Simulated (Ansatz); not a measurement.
## Run report: ZnS, band-structure calculation

System: ZnS (P6₃mc, 4 atoms in the cell).
Method: DFT, r2SCAN, plane waves, PAW, no spin polarisation (Ansatz 0.2.0).

The structure derives from an entry of the Crystallography Open Database. The geometry comes from this level: r2SCAN. Figures and captions count atoms from 1; the log counts them from 0 in places.

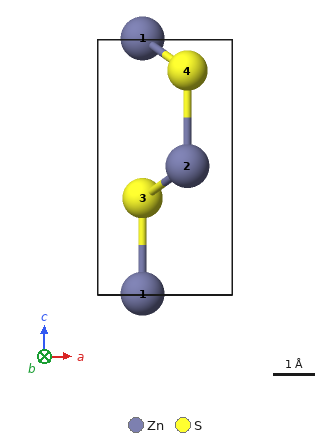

Fig. 1: The input geometry (ball-and-stick view of the cell of the calculation, along the b axis; atoms are numbered from 1 in the order of the input). Near neighbours in the crystal (not all of them lie inside the picture): Zn has 4 S at 2.33 to 2.34 Å; S has 4 Zn at 2.33 to 2.34 Å.

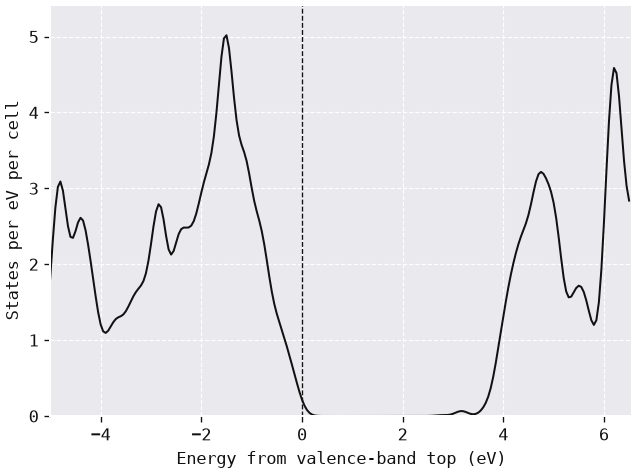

Fig. 2: Density of states (the curve is built from the levels of the k mesh with Gaussians 0.3 eV wide, which also blur the band edges), with energies from the valence-band top. There is a gap of 2.78 eV on the k-point mesh. Small ripples come from the finite k-point mesh.

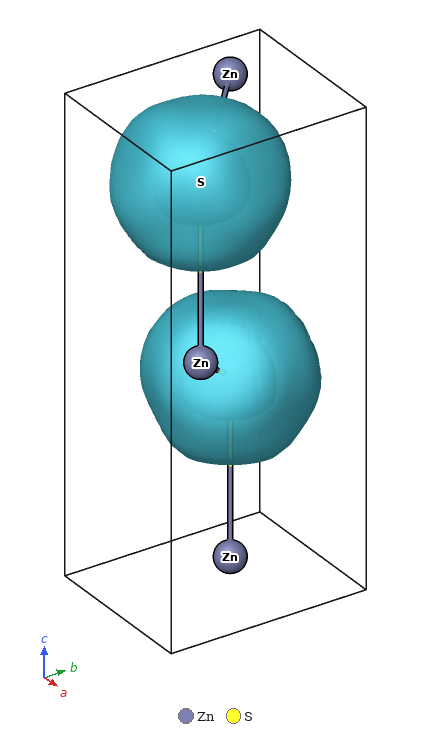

Fig. 3: Isosurface of the ELF at 0.75 (cyan), seen slightly off an axis. Only the valence region is drawn (cores and ρ < 0.01 e/Å³ removed). Sticks mark near contacts. The outline is the cell set on symmetry axes. Values along the shortest contacts: Zn–S (2.33 Å): the ELF is about 0.60 at the midpoint. The fields are those of the smooth PAW valence density.

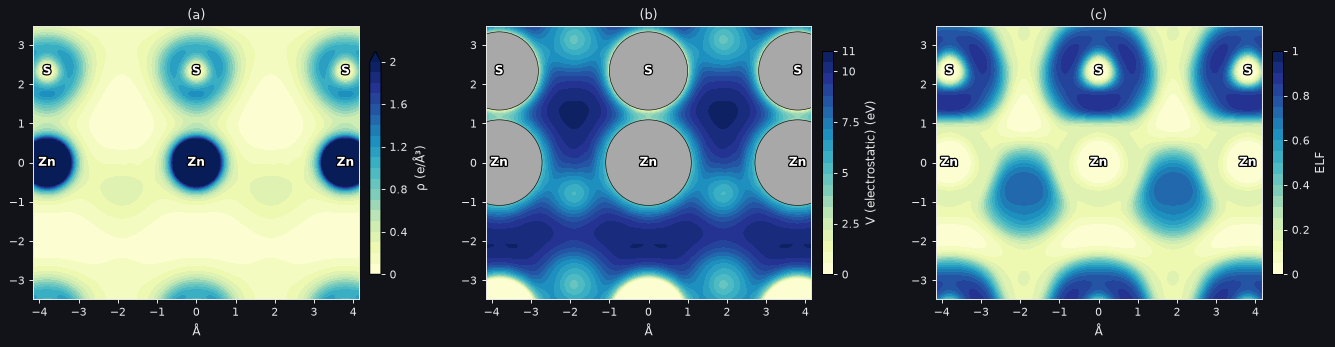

Fig. 4: (a) valence charge density (pseudo); (b) electrostatic potential energy of an electron; (c) electron localisation function on the (010) plane of the conventional cell. Grey discs, where drawn, cover atomic cores. The section cuts through Zn and S sites. Zn–S (2.34 Å): the density is about 0.49 e/Å³ at the midpoint; the ELF is about 0.60 at the midpoint. Away from the nuclei the density in this plane falls to 0.03 e/Å³ at its lowest. Outside the cores the potential energy rises away from the atoms and is highest about 2.2 Å from the nearest atoms; outside the discs it spans about 10 eV, and its zero is arbitrary.

The input and output of the run follow.

## Input
```yaml
crystal:
  lattice:
    - [3.8054275129, 0.0, 0.0]
    - [-1.9027137565, 3.2955968985, 0.0]
    - [0.0, 0.0, 6.2440175566]
  atoms:
    - { symbol: Zn, position: [0.3333333333, 0.6666666667, 0.0053397759] }
    - { symbol: Zn, position: [0.6666666667, 0.3333333333, 0.5053397759] }
    - { symbol: S, position: [0.3333333333, 0.6666666667, 0.3796602241] }
    - { symbol: S, position: [0.6666666667, 0.3333333333, 0.8796602241] }
kpoints:
  mp_grid: { grid: [12, 12, 4] }
  band_path:
    path:
      - [0.0, 0.0, 0.0]
      - [0.5, 0.0, 0.0]
      - [0.3333333333, 0.3333333333, 0.0]
      - [0.0, 0.0, 0.5]
      - [0.5, 0.0, 0.5]
      - [0.3333333333, 0.3333333333, 0.5]
    npoints: 1
hamiltonian:
  xc: r2scan
scf:
  occupations: { method: fixed }
  n_extra_bands: 5
output:
  forces: true
  stress: true
  eigenvalues: true
  write_density: true
  write_potential: true
  elf: true
  volumetric_format: npy
```

Run as:
```bash
ansatz run input.yaml --threads 2 --pin off --max-ram 2211MiB --backend cpu --events-out ev --progress --plain --runs-dir out
```

## What the program printed
```
scf.n_extra_bands = 5 over 18 filled bands (N_el = 36.0): the run solves 23 bands
Engine: ansatz 0.2.0, x86_64-unknown-linux-gnu
Pseudopotentials: kind: paw
Pseudopotential: Zn, paw, valence charge 12, recommended cutoff 500 eV (meta_gga), Zn.paw.azcp
Pseudopotential: S, paw, valence charge 6, recommended cutoff 500 eV (meta_gga), S.paw.azcp
Functional definition: r2SCAN
  parameter k0 = 0.174
  parameter k1 = 0.065
  parameter a1 = 4.9479
  exchange = r2scan_x(k0 = k0, k1 = k1, a1 = a1)
  correlation = r2scan_c
Crystal: 4 atoms, lattice volume = 78.307 Å³
Basis set: ecut = 500 eV, 1973 PW (Γ), exchange–correlation on 120×120×192 points (64 copies of the dense FFT grid, shifted against one another)
Bands: 23, of which v1, the nominal top of the filled ones, is band 18 counted from 1 (17 counted from 0)
Symmetry: 12 space group operations
Space group: P63mc (ITA 186), of the structure as read, at distance tolerance 4.3e-5 Å
k-points: 57 of 576 (time reversal used)
Non-local potential: Zn, projectors of the file, l = 0: 2, l = 1: 2, l = 2: 3, l = 3: 1
Non-local potential: S, projectors of the file, l = 0: 2, l = 1: 2, l = 2: 2
PAW form: soft (Blöchl's): semilocal exchange-correlation on the pseudo side does not see the compensation charge
PAW frozen core: Zn, regenerated for the run's functional (the file was generated under x = pbe(κ = 0.804, μ = 0.2195149727645171), c = pbe(β = 0.06672455060314922))
PAW frozen core: S, regenerated for the run's functional (the file was generated under x = pbe(κ = 0.804, μ = 0.2195149727645171), c = pbe(β = 0.06672455060314922))
PAW one-centre angular grid: Zn, 590 points (default); XC on 261 of its mesh's 2673 points in the sphere
PAW one-centre angular grid: S, 302 points (default); XC on 160 Gauss nodes
Initial density: superposition of atomic densities (neutral atoms: chi_scale 0, normalization atom), corrected by the library's trained network
Initial wavefunctions: pseudopotential atomic-orbital guess
Functional: x = r2scan, c = r2scan; τ floored in thin density (d = 2e-4 eV/Å³)
SCF iter   1: F=—  HF=-8466.894008 eV  |F-HF|=—  |Δ(HF+E_count)|=         —  Δρ=1.55e-2  dr2=9.32e-2  dr2_τ=1.34e-2  ethr=1.77e-3  ⟨swp⟩=4.8  Hψ=5599  notcnv=0  defer=162
preconditioner: auto → Resta (q_TF=auto, 2.397 Å⁻¹)  ε∞=5.5  [insulator: Δε(μ)=2.764 eV  Ē_g=11.885 eV  n_scr=22 (ndim 8)  ℏωp=25.2 eV  f_vac=0.037  ε∞_Penn≈5.5]
SCF iter   2: F=—  HF=-8466.894282 eV  |F-HF|=—  |Δ(HF+E_count)|=   2.73e-4  Δρ=2.40e-3  dr2=2.73e-3  dr2_τ=5.25e-4  ethr=2.59e-4  ⟨swp⟩=2.2  Hψ=2810  notcnv=0  defer=166
SCF iter   3: F=—  HF=-8466.891027 eV  |F-HF|=—  |Δ(HF+E_count)|=   3.26e-3  Δρ=3.27e-3  dr2=3.87e-3  dr2_τ=2.82e-5  ethr=7.58e-6  ⟨swp⟩=2.3  Hψ=2305  notcnv=0  defer=169
SCF iter   4: F=—  HF=-8466.890735 eV  |F-HF|=—  |Δ(HF+E_count)|=   2.91e-4  Δρ=6.78e-4  dr2=1.92e-4  dr2_τ=6.85e-6  ethr=7.58e-6  ⟨swp⟩=3.0  Hψ=2194  notcnv=0  defer=169
SCF iter   5: F=—  HF=-8466.890767 eV  |F-HF|=—  |Δ(HF+E_count)|=   3.20e-5  Δρ=1.57e-4  dr2=1.50e-5  dr2_τ=4.69e-7  ethr=5.33e-7  ⟨swp⟩=2.0  Hψ=2277  notcnv=0  defer=57
SCF iter   6: F=—  HF=-8466.890773 eV  |F-HF|=—  |Δ(HF+E_count)|=   5.83e-6  Δρ=4.35e-5  dr2=9.07e-7  dr2_τ=4.89e-9  ethr=4.17e-8  ⟨swp⟩=2.0  Hψ=2280  notcnv=0  defer=57
SCF iter   7: F=-8466.890774 eV  HF=-8466.890774 eV  |F-HF|=1.13e-8  |Δ(HF+E_count)|=   4.01e-7  Δρ=5.39e-6  dr2=2.28e-8  dr2_τ=4.60e-10  ethr=2.78e-10  ⟨swp⟩=13.3  Hψ=11377  notcnv=0
SCF 1 converged in 7 iterations: F = -8466.890774 eV  dr2 = 2.28e-8
  greatest PAW one-centre occupation: 0.983 electrons in one spin orbital (limit 2), on the Zn atom at site 1 (counted from 0), in its partial waves of l = 2
NSCF: frozen V_eff on 6 k-points
SCF converged after 7 iterations
Free energy (F): -8466.890774 eV
Harris-Foulkes:  -8466.890774 eV  (|F-HF|=1.13e-8)
Internal energy: -8466.890774 eV  (E = F + TS)
E sigma→0 (E₀):  -8466.890774 eV
Fermi energy:    5.628825 eV
--- Per-component energies (eV) ---
  E_band       = -2.392646
  E_kinetic    = 475.189012
  E_local      = -4089.239617  (includes V_loc(G=0)·N_el)
  E_nonlocal   = 1293.304806
  E_hartree    = 1716.171133
  E_xc         = -431.599394
  E_vxc        = -296.475538  (∫ρ·V_xc dr)
  E_paw        = -4919.919179  (= ΣΔE_a)
  E_vpaw       = -832.176258  (= ΣTr[D̂ρ^β])
  E_aug_tail   = -0.000119  (compensation charges beyond the density's cutoff)
  E_vtau       = 14.660349  (kinetic-family band-sum trace: ∫τ·v_τ [+ j·A + Jᵃ·Aᵃ] dr)
  E_ewald      = -2510.212644
  E_core_change = -0.584771  (= ΣΔE_core)
  E_smearing   = -0.000000  (= −TS)
  E_closure    = 0.000000  (closes the sum)
  Σ components = -8466.890774   (vs F -8466.890774, Δ=0.00e0)
--- Forces (eV/Å), atoms counted from 1 ---
  atom   1  Zn     0.00000000     0.00000000     0.00276569
  atom   2  Zn    -0.00000000    -0.00000000     0.00276569
  atom   3  S      0.00000000     0.00000000    -0.00278755
  atom   4  S      0.00000000    -0.00000000    -0.00278755
  max |Σ_I F_I| component: 4.37e-5 eV/Å
--- Stress (GPa, compression-positive) ---
        0.043305      -0.000000       0.000000
       -0.000000       0.043305       0.000000
        0.000000       0.000000       0.031173
  P = ⅓ Tr σ = 0.0393 GPa (0.393 kbar)
--- Band table (eV; the first three rows and the last of 57) ---
  k-point 0: bands = ["-8.1296", "-7.1655", "-0.9057", "-0.8913", "-0.8913", "-0.8010", "-0.8010", "-0.4022", "-0.4022", "-0.3244", "-0.3244", "-0.1695", "0.1557", "4.7070", "4.7070", "5.5442", "5.6288", "5.6288", "8.4096", "9.2393", "12.4010", "12.4010", "12.6680"]
  k-point 1: bands = ["-8.0073", "-7.3296", "-0.9102", "-0.8817", "-0.8817", "-0.8182", "-0.8182", "-0.6478", "-0.3881", "-0.3881", "-0.3329", "-0.3329", "1.1539", "4.4723", "4.8325", "4.8325", "5.4830", "5.4830", "9.2806", "9.4001", "12.3599", "12.4923", "12.4923"]
  k-point 2: bands = ["-7.6890", "-7.6890", "-0.8724", "-0.8724", "-0.8537", "-0.8537", "-0.8537", "-0.8537", "-0.3577", "-0.3577", "-0.3577", "-0.3577", "2.7301", "2.7301", "5.1477", "5.1477", "5.1477", "5.1477", "9.7303", "9.7303", "12.8555", "12.8555", "12.8555"]
  k-point 56: bands = ["-6.9092", "-6.9092", "-0.7496", "-0.7496", "-0.7164", "-0.7164", "-0.4852", "-0.4852", "-0.4023", "-0.4023", "-0.0247", "-0.0247", "0.7992", "0.7992", "2.4926", "2.4926", "4.2260", "4.2260", "10.6096", "10.6096", "12.3138", "12.3138", "13.5728"]
```

## File bands.tsv
```
# k_distance	band_0	band_1	band_2	band_3	band_4	band_5	band_6	band_7	band_8	band_9	band_10	band_11	band_12	band_13	band_14	band_15	band_16	band_17	band_18	band_19	band_20	band_21	band_22
# fermi_ev = 5.628825
# lock_threshold_ev = 1e-6
# [0, 0, 0] at k_distance = 0.000000
# [0.5, 0, 0] at k_distance = 0.953270
# [0.3333333333, 0.3333333333, 0] at k_distance = 1.503640
# [0, 0, 0.5] at k_distance = 2.713920
# [0.5, 0, 0.5] at k_distance = 3.667190
# [0.3333333333, 0.3333333333, 0.5] at k_distance = 4.217560
# levels_relative_to = fermi_ev
# free_energy_ev = -8466.890774
# largest_residual_norms_ev = 1.047e-3 1.171e-3 9.078e-4 1.233e-3 6.104e-4 1.439e-3 1.651e-3 1.918e-3 6.867e-4 7.232e-4 1.062e-3 1.168e-3 1.168e-3 1.866e-3 9.288e-4 1.562e-3 1.178e-3 1.833e-3 1.716e-3 2.036e-3 1.153e-3 1.324e-3 1.273e-3
0.000000	-13.758438	-12.794286	-6.534498	-6.520083	-6.520083	-6.429810	-6.429810	-6.031066	-6.031066	-5.953247	-5.953247	-5.798313	-5.473112	-0.921778	-0.921778	-0.084596	0.000000	0.000000	2.780780	3.610466	6.772209	6.772209	7.039147
0.953270	-12.804364	-12.470617	-6.502399	-6.406408	-6.268610	-6.245788	-6.200448	-6.127531	-5.965178	-5.914452	-5.842834	-5.822264	-4.915173	-4.186401	-3.358011	-2.313363	-1.728210	-0.914321	4.037467	4.763505	5.440437	7.343743	7.971896
1.503640	-12.553269	-12.553269	-6.493541	-6.293713	-6.293713	-6.165336	-6.071726	-6.071726	-6.022129	-6.000009	-5.760731	-5.760731	-4.370364	-4.370364	-3.967562	-2.385694	-2.385694	-2.149044	4.537859	6.461172	6.461172	8.250119	8.509814
2.713920	-13.317806	-13.317806	-6.501237	-6.501237	-6.482549	-6.482549	-6.482549	-6.482549	-5.986530	-5.986530	-5.986530	-5.986530	-2.898729	-2.898729	-0.481117	-0.481117	-0.481117	-0.481117	4.101477	4.101477	7.226626	7.226626	7.226626
3.667190	-12.628706	-12.628706	-6.504744	-6.504744	-6.305909	-6.305909	-6.181372	-6.181372	-5.949557	-5.949557	-5.780720	-5.780720	-4.961982	-4.961982	-1.682741	-1.682741	-1.664968	-1.664968	3.955132	3.955132	5.640791	5.640791	9.330998
4.217560	-12.537991	-12.537991	-6.378436	-6.378436	-6.345265	-6.345265	-6.113994	-6.113994	-6.031117	-6.031117	-5.653476	-5.653476	-4.829579	-4.829579	-3.136217	-3.136217	-1.402778	-1.402778	4.980767	4.980767	6.684974	6.684974	7.944008
```

## Summary

| quantity | value |
| --- | --- |
| outcome | converged |
| space group (tolerance 0.01 Å) | P6₃mc (186) |
| electrons treated | 36 |
| free energy | −8466.8908 eV |
| Fermi energy | 5.629 eV |
| gap on the k-point mesh | 2.78 eV |
| pressure | 0.04 GPa |
| largest force (length of the vector) | 0.003 eV/Å |
| hardware | 2 threads of an x86-64 CPU, shared host |
| wall time | 7.2 s (CPU time 14 s) |
| peak memory | 0.59 GiB |
